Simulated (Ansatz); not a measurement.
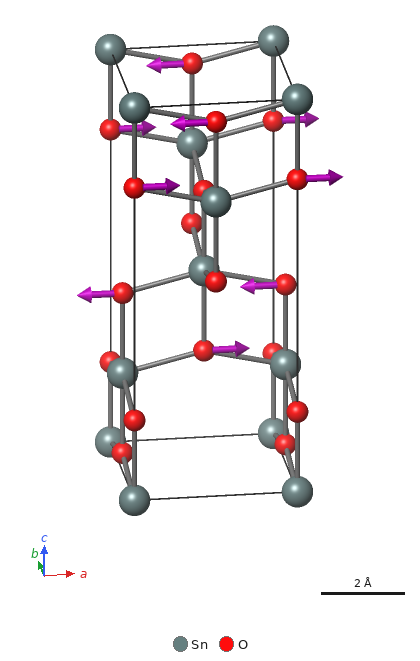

One vibrational mode of crystalline SnO2 at the zone centre. Displacements are drawn as purple arrows; their common scale and sign are arbitrary. The picture is a ball-and-stick view of the conventional cell (2 times the calculation's cell), seen from a free direction. Lengths and directions refer to the drawn axes.

These are results of Ansatz, DFT r2SCAN, scalar-relativistic, plane waves, PAW, not measurements. Set-up: plane-wave cutoff 500 eV; k-point mesh 10 × 10 × 10; occupations gaussian; smearing width 0.05 eV; no spin polarisation.

Frequencies are those without the non-analytic (LO–TO) term.

> Describe the mode and give its frequency.

This is the E_g mode (doubly degenerate; one member of the set is drawn) at 92.8 meV, the highest optical level, Raman-active by symmetry. All motion is along a; atoms of one kind move against one another, with no net shift of any sublattice; of the bonds it mainly stretches O–Sn, some lengthening while others shorten; the kinetic energy is shared as O 97 %, Sn 3 %.
